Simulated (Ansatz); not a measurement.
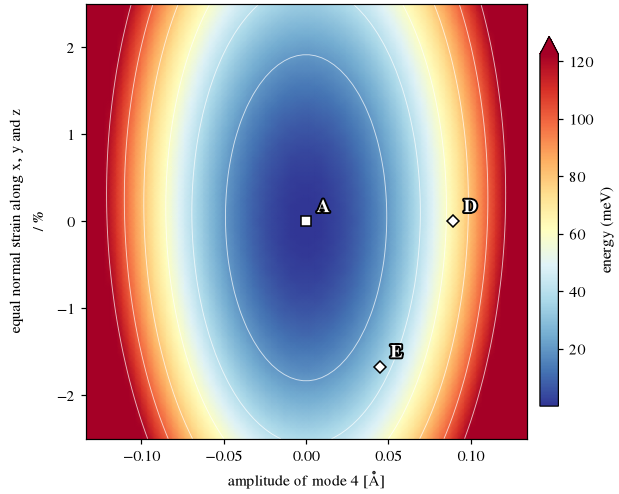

Be (P6_3/mmc, No. 194; 2 atoms in the cell). The energy is mapped over a normal mode and a strain (zone-centre modes of the 2-atom cell of this scan) (x along [1 0 0], y along [1 2 0], z along [0 0 1] of the conventional cell). First axis: amplitude of mode 4 (501 cm⁻¹), largest displacement in the unstrained cell. Second axis: equal normal strain along x, y and z. Nothing is relaxed (the pattern is fixed in fractional coordinates). The scan uses a 7 × 7 grid; 28 points were computed and 21 follow by symmetry. Points are written as (first, second). Energies: meV per cell, counted from the lowest grid point. All numbers below come from DFT LDA+D3(BJ), scalar-relativistic, plane waves, PAW (Ansatz 0.2.0). Settings: cutoff 520 eV, k-mesh 24×24×14 in the order of the run's cell vectors, gaussian smearing 0.15 eV, no spin polarisation.

The picture shows a smooth colour map with a few white contour lines, one colour for all values above the top of the scale, lettered points. Between grid points the surface is interpolated.

Q: Is A the lowest point of the computed grid?

A: Yes. A, at (0.000 Å, 0.00 %), has the lowest energy of the grid.

Q: What kind of point is each of A, D, E: minimum, saddle, maximum or slope?

A: A: minimum; D: on a slope; E: on a slope. (In these two coordinates alone; a stationary point may lie a little off the grid point.)

Q: Rank the lettered points by energy, lowest first.

A: A (0 meV), E (34 meV), D (66 meV).
